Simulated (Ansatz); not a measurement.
**Geometry relaxation, with input and output: Ta4C (part 2 of 2)**

The same run, continued: Ta4C (slab, 5 atoms in the cell); DFT PBE, scalar-relativistic, plane waves, PAW, PAW set soft_1, no spin polarisation (Ansatz 0.2.0); cutoff 420 eV, 8×8×1 k-mesh, Gaussian smearing of 0.1 eV. The structure derives from an entry of the Crystallography Open Database. The input holds or restrains some coordinates. Forces given for the steps count only the free coordinates.

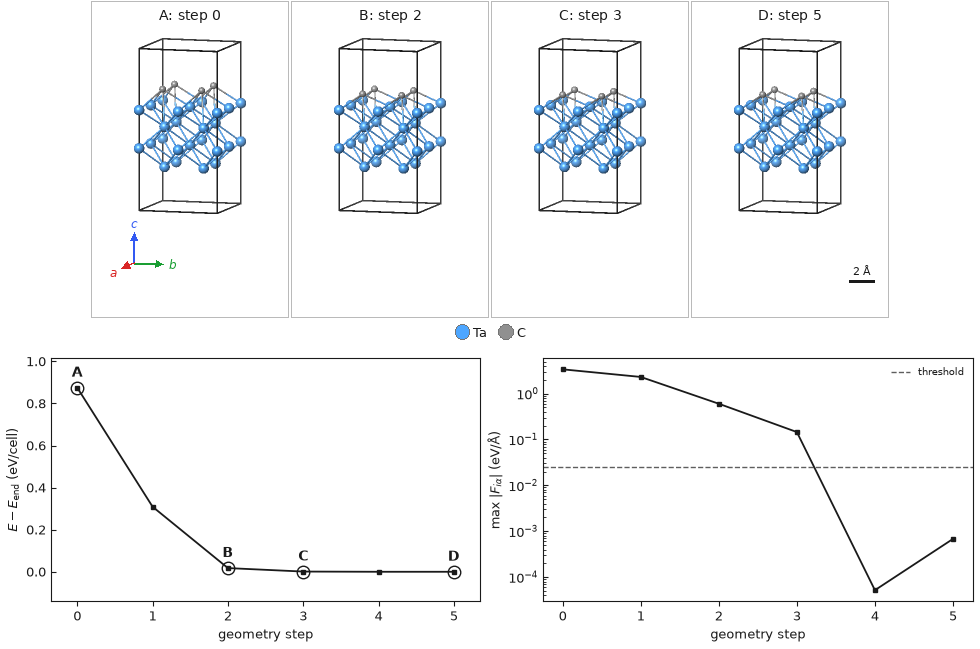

*Frames of the restrained relaxation (ball-and-stick view of the 2 × 2 repeat of the cell, with the vacuum cut short, seen slightly off an axis) above the curves, on which the letters mark them (the first geometry is step 0 here and step 1 in the log).*

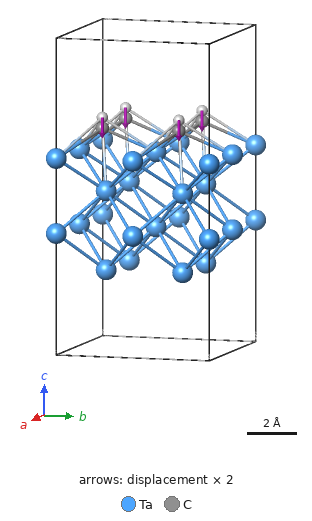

*Start (faint) and end (solid) with the displacements as pink arrows, magnified 2 times (ball-and-stick view of the 2 × 2 repeat of the cell, with the vacuum cut short, seen slightly off an axis).*

The energy falls by 0.875 eV per cell of the calculation in 5 geometry steps. Largest force component: 3.4 eV/Å at the start, 0.00068 eV/Å at the end. The atom that moves furthest is C5 (0.45 Å). Ta stays in place. The cell doesn't change. Among the contacts that change: Ta3–C5 3.096 → 2.672 Å, Ta4–C5 2.090 → 1.806 Å. Among the angles that change: Ta4–C5–Ta4 87.6° → 101.3°, Ta3–C5–Ta4 61.3° → 74.0°, Ta4–C5–Ta4 107.5° → 119.9°. (Atoms are counted from 1 in the order of the input.)

```
WARN: The input density's exchange-correlation potential varies sharply where the density is thin. Do not read a vacuum level from v_tot or v_xc, or from such a field of the output density. On a cell that repeats whose density bears no net charge and no dipole along the vacuum's axis use v_es (v_loc + v_h of the components); under efield.dipole_correction with no amplitude use v_es + v_field, which holds any external_charges[].barrier, or the levels of the report's work_function block, which leave it out; under a non-zero efield.amplitude the vacuum is tilted and has no level; on a cell that repeats and bears such a dipole with no correction it is tilted too, and efield.dipole_correction with no amplitude gives each side of its ramp a level where efield: is served; in a cell that repeats whose density bears a net charge (total_charge, or a fill off its count) it is curved and has none; of a slab under crystal.periodic whose density bears no net charge use v_es, which has a level on each side, short of where the two are joined; of another it falls or rises all the way out and has none; of a slab beside external_charges read slab_vacuum_level instead, which it has where they leave it neutral. The grid or the basis barely resolves most such structure, and the values can differ between equally converged runs; as a rule a tighter scf.convergence.dr2_threshold does not remove it. Where the density itself ripples (under the LDA too) a higher basis.ecutwfc lessens it. The files hold the spikes' plane waves up to the density's cutoff. Files: v_tot and the like, and their columns of v_z.tsv (output.write_potential); v_xc and the like, and their columns of v_comp_z.tsv (output.write_potential_components); where files of the output density stand in their place, no point of their own thin density is over the threshold below, and this is of outcome.potential() and, of a run that writes arrays (npy), the arrays of these names. Measured: with its Gaussian average of σ = 0.25 Å subtracted twice, the exchange-correlation potential is over 0.1 eV at 257 of the grid points where the equally averaged density (valence and model cores) is under 1e-3 e/Å³, and 0.187 eV at the most among them, at an averaged density of 3.2e-7 e/Å³. See output.write_potential in the manual, Limitations
SCF converged after 2 iterations
Free energy (F): -39978.358149 eV
Harris-Foulkes:  -39978.358149 eV  (|F-HF|=9.24e-9)
Internal energy: -39978.336226 eV  (E = F + TS)
E sigma→0 (E₀):  -39978.347188 eV
Entropy (-TS):   -0.021923 eV (-4.385 meV/atom)
Fermi energy:    3.225908 eV
Dipole field:    D = -0.097745 V/Å  (p = -0.120789 e·Å, saw-weighted, corrected)
Work function:   Φ+ = 5.9949 eV   Φ− = 4.0107 eV
Levels:          The Fermi level and band energies are counted from a zero that moves with the ramp; work functions are not
--- Per-component energies (eV) ---
  E_band       = -1248.110134
  E_kinetic    = 1649.516457
  E_local      = -40587.556281  (includes V_loc(G=0)·N_el)
  E_nonlocal   = -18.120505
  E_hartree    = 19557.239413
  E_xc         = -1326.597421
  E_vxc        = -985.073915  (∫ρ·V_xc dr)
  E_paw        = -33317.791443  (= ΣΔE_a)
  E_vpaw       = -418.890922  (= ΣTr[D̂ρ^β])
  E_aug_tail   = 0.000382  (compensation charges beyond the density's cutoff)
  E_efield     = 0.005903  (sawtooth field / dipole correction)
  E_vefield    = -2.439132  (∫n·V_field dr)
  E_ewald      = 14064.967268
  E_smearing   = -0.021923  (= −TS)
  E_closure    = 0.000000  (closes the sum)
  Σ components = -39978.358149   (vs F -39978.358149, Δ=0.00e0)
--- Forces (eV/Å), atoms counted from 1 ---
  atom   1  Ta     0.06466124     0.02381605     1.28044508
  atom   2  Ta     0.01054076     0.00115655    -1.11514537
  atom   3  Ta    -0.30836097    -0.08659930    -1.67976173
  atom   4  Ta    -2.44248469    -4.12538136     1.51508230
  atom   5  C      2.67561635     4.18701351    -0.00068102
  max |Σ_I F_I| component: 6.07e-5 eV/Å
--- Band table (eV; the first three rows and the last of 34) ---
  k-point 0: bands = ["-65.0852", "-64.1595", "-64.0944", "-63.9739", "-31.6212", "-31.4564", "-31.4331", "-30.9801", "-30.9174", "-30.8620", "-30.7426", "-30.5604", "-30.5255", "-30.3377", "-30.2024", "-30.1381", "-7.0785", "-3.7165", "-1.3648", "-0.9289", "-0.4921", "0.1490", "0.3675", "1.3607", "2.4206", "3.1158", "3.5733", "3.6236", "3.7596", "3.9197", "4.2177", "4.8832", "5.0239", "5.0686"]
  k-point 1: bands = ["-65.0839", "-64.1528", "-64.0929", "-63.9792", "-31.6255", "-31.4867", "-31.4288", "-31.0234", "-30.9303", "-30.8757", "-30.7026", "-30.5710", "-30.5376", "-30.3106", "-30.2230", "-30.1600", "-6.8942", "-3.4682", "-1.3277", "-0.7317", "-0.3040", "0.1703", "0.5474", "1.3108", "2.3676", "2.9506", "3.1119", "3.3466", "3.6759", "3.9221", "4.2372", "4.6735", "5.3767", "5.5610"]
  k-point 2: bands = ["-65.0808", "-64.1353", "-64.0883", "-63.9944", "-31.6388", "-31.5638", "-31.4098", "-31.1212", "-31.0028", "-30.8149", "-30.6834", "-30.5744", "-30.5412", "-30.3099", "-30.2570", "-30.1919", "-6.4535", "-2.8033", "-1.3207", "-0.3822", "-0.0733", "0.2452", "1.1959", "1.5466", "2.2815", "2.5193", "2.6868", "2.9234", "3.3753", "3.9063", "4.3415", "4.4910", "5.2467", "5.5135"]
  k-point 33: bands = ["-65.0698", "-64.1019", "-64.0573", "-64.0270", "-31.6651", "-31.6450", "-31.5513", "-31.2789", "-31.1650", "-30.7519", "-30.7126", "-30.6780", "-30.6589", "-30.5457", "-30.2433", "-30.1694", "-5.6969", "-0.9952", "-0.5318", "0.2664", "0.6132", "1.2582", "1.3797", "1.4180", "1.7418", "1.9801", "2.5386", "3.0094", "3.4393", "5.1850", "5.3249", "5.3793", "5.6913", "6.9535"]
--- Relaxed structure (6 steps of the walk, 6 accepted, 0 SCFs on fresh bases) ---
  F+E_penalty+E_count = -39978.35814893 eV   max|allowed force component| = 6.810e-4 eV/Å
  atoms:
    - { symbol: Ta, position: [0.5, 0.5, 0.1970476764] }
    - { symbol: Ta, position: [0.0, 0.0, 0.2787970215999999] }
    - { symbol: Ta, position: [0.5, 0.5, 0.35991390239999993] }
    - { symbol: Ta, position: [0.0, 0.0, 0.4334879304] }
    - { symbol: C, position: [0.25, 0.37499999999999994, 0.48334581082195904] }
```

Trajectory as extended XYZ (Å, eV, eV/Å), 6 frames, from step=1 to step=6
```
5
Lattice="3.3190 0.0000 0.0000 0.0000 3.3190 0.0000 0.0000 0.0000 20.2997" Properties=species:S:1:pos:R:3:forces:R:3 step=1 energy=-39977.48333
Ta    1.6595    1.6595    4.0000    0.0564   0.0190   1.1435
Ta    0.0000    0.0000    5.6595    0.0090   0.0356  -1.1675
Ta    1.6595    1.6595    7.3061   -0.1705  -0.0387  -1.1894
Ta    0.0000    0.0000    8.7997    0.1680  -0.5917   4.5942
C     0.8297    1.2446   10.2597   -0.0625   0.5762  -3.3800
5
Lattice="3.3190 0.0000 0.0000 0.0000 3.3190 0.0000 0.0000 0.0000 20.2997" Properties=species:S:1:pos:R:3:forces:R:3 step=2 energy=-39978.04904
Ta    1.6595    1.6595    4.0000    0.0665   0.0205   1.2068
Ta    0.0000    0.0000    5.6595   -0.0075   0.0190  -1.1665
Ta    1.6595    1.6595    7.3061   -0.2137  -0.0352  -1.3695
Ta    0.0000    0.0000    8.7997   -0.5508  -1.6327   3.6356
C     0.8297    1.2446   10.0647    0.7064   1.6292  -2.3072
5
Lattice="3.3190 0.0000 0.0000 0.0000 3.3190 0.0000 0.0000 0.0000 20.2997" Properties=species:S:1:pos:R:3:forces:R:3 step=3 energy=-39978.34058
Ta    1.6595    1.6595    4.0000    0.0667   0.0232   1.2664
Ta    0.0000    0.0000    5.6595    0.0001   0.0026  -1.1264
Ta    1.6595    1.6595    7.3061   -0.2815  -0.0756  -1.6050
Ta    0.0000    0.0000    8.7997   -1.8919  -3.3937   2.0670
C     0.8297    1.2446    9.8697    2.1089   3.4458  -0.6013
5
Lattice="3.3190 0.0000 0.0000 0.0000 3.3190 0.0000 0.0000 0.0000 20.2997" Properties=species:S:1:pos:R:3:forces:R:3 step=4 energy=-39978.35715
Ta    1.6595    1.6595    4.0000    0.0640   0.0238   1.2833
Ta    0.0000    0.0000    5.6595    0.0137   0.0014  -1.1135
Ta    1.6595    1.6595    7.3061   -0.3157  -0.0892  -1.6979
Ta    0.0000    0.0000    8.7997   -2.5829  -4.3136   1.3828
C     0.8297    1.2446    9.7981    2.8216   4.3783   0.1453
5
Lattice="3.3190 0.0000 0.0000 0.0000 3.3190 0.0000 0.0000 0.0000 20.2997" Properties=species:S:1:pos:R:3:forces:R:3 step=5 energy=-39978.35815
Ta    1.6595    1.6595    4.0000    0.0647   0.0238   1.2804
Ta    0.0000    0.0000    5.6595    0.0106   0.0012  -1.1153
Ta    1.6595    1.6595    7.3061   -0.3084  -0.0866  -1.6798
Ta    0.0000    0.0000    8.7997   -2.4430  -4.1259   1.5143
C     0.8297    1.2446    9.8118    2.6758   4.1871   0.0001
5
Lattice="3.3190 0.0000 0.0000 0.0000 3.3190 0.0000 0.0000 0.0000 20.2997" Properties=species:S:1:pos:R:3:forces:R:3 step=6 energy=-39978.35815
Ta    1.6595    1.6595    4.0000    0.0647   0.0238   1.2804
Ta    0.0000    0.0000    5.6595    0.0105   0.0012  -1.1151
Ta    1.6595    1.6595    7.3061   -0.3084  -0.0866  -1.6798
Ta    0.0000    0.0000    8.7997   -2.4425  -4.1254   1.5151
C     0.8297    1.2446    9.8118    2.6756   4.1870  -0.0007
```

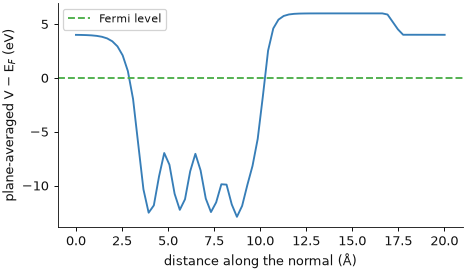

*Plane average of the electrostatic potential energy of an electron across the cell, from the Fermi level.*

The vacuum level lies 5.99 eV above the Fermi level on the upper side and 4.01 eV on the lower.

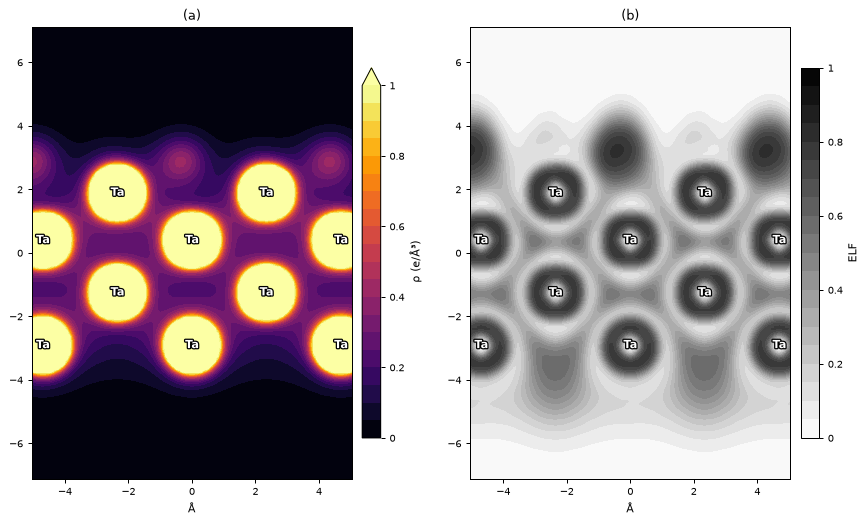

*(a) valence pseudo-density; (b) electron localisation function on the (110) plane of the calculation cell, a cut from vacuum to vacuum.*

Atoms in the plane: Ta. Ta–Ta (2.78 Å): ρ at the midpoint is about 0.35 e/Å³; the ELF is about 0.35 at the midpoint; no localised pair between them. Ta–Ta (2.87 Å): ρ at the midpoint is about 0.31 e/Å³; the ELF is about 0.35 at the midpoint (no localised pair between them). The density dies away to nearly zero in the vacuum. The strong features right at Ta lie inside the PAW spheres (semicore, d or f shells) and say nothing about bonding. In a PAW calculation such maps are meaningful between the atoms, not at the nuclei.

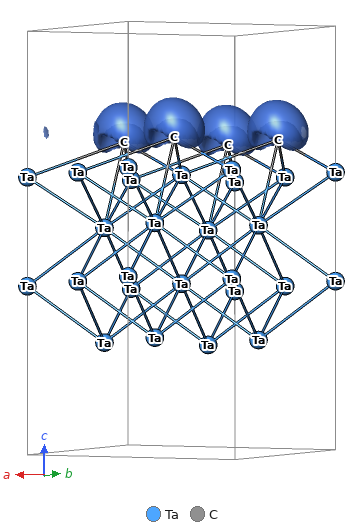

*Isosurface of the electron localisation function at 0.8 (blue), seen at an oblique angle. Only the valence region is drawn (cores and ρ < 0.01 e/Å³ removed). Sticks mark near contacts.*

Along the contacts the grid gives the following. Ta–C (1.81 Å): the ELF peaks at about 0.75 in the valence shell of C, 0.6 Å from its nucleus, and drops to about 0.50 between the two atoms. Ta–Ta (2.78 Å): the ELF is about 0.30 at the midpoint (no shared electron pair).

The run was set up as follows.

Input file
```yaml
crystal:
  lattice:
    - [3.3189671336, 0.0, 0.0]
    - [0.0, 3.3189671336, 0.0]
    - [0.0, 0.0, 20.2996557667]
  atoms:
    - { symbol: Ta, position: [0.5, 0.5, 0.1970476764] }
    - { symbol: Ta, position: [0.0, 0.0, 0.2787970216] }
    - { symbol: Ta, position: [0.5, 0.5, 0.3599139024] }
    - { symbol: Ta, position: [0.0, 0.0, 0.4334879304] }
    - { symbol: C, position: [0.25, 0.375, 0.5054103323] }
basis:
  ecutwfc: 420
kpoints:
  mp_grid: { grid: [8, 8, 1] }
hamiltonian:
  xc: pbe
  pseudopotentials: { kind: paw, azcp: { folder: soft_1 } }
scf:
  occupations: { method: gaussian, width: 0.1 }
output:
  forces: true
  eigenvalues: true
  write_density: true
  write_potential: true
  elf: true
  volumetric_format: npy
relax:
  adjacent_minimum: "off"
  f_tol: 0.025
  max_steps: 16
  constraints: [{ sites: [0, 1, 2, 3] }, { sites: [4], fix: xy }]
efield:
  axis: 3
  dipole_correction: true
  ramp_width: 0.04
```

Launched with:
```bash
ansatz run input.yaml --threads 1 --pin off --max-ram 3072MiB --backend cpu --events-out ev --progress --plain --runs-dir out
```

Results in brief

- outcome: converged under the restraints of the input
- electrons treated: 56
- free energy: −39978.3581 eV
- work function, top face: 5.99 eV
- work function, bottom face: 4.01 eV
- Fermi energy: 3.226 eV
- gap on the k-point mesh: none (metallic)
- final volume: 223.61 Å³
- work function (upper face): 5.99 eV
- largest force (length of the vector) at the end, held atoms and coordinates included: 5.028 eV/Å
- hardware: 1 thread of Arm Neoverse V1, 24 GiB of memory available, shared host
- wall time: 3 min
- peak memory: 0.5 GiB

Notes

Notes on the run: the exchange-correlation potential is rough where the density is thin. Spin–orbit coupling is left out, which matters for Ta.
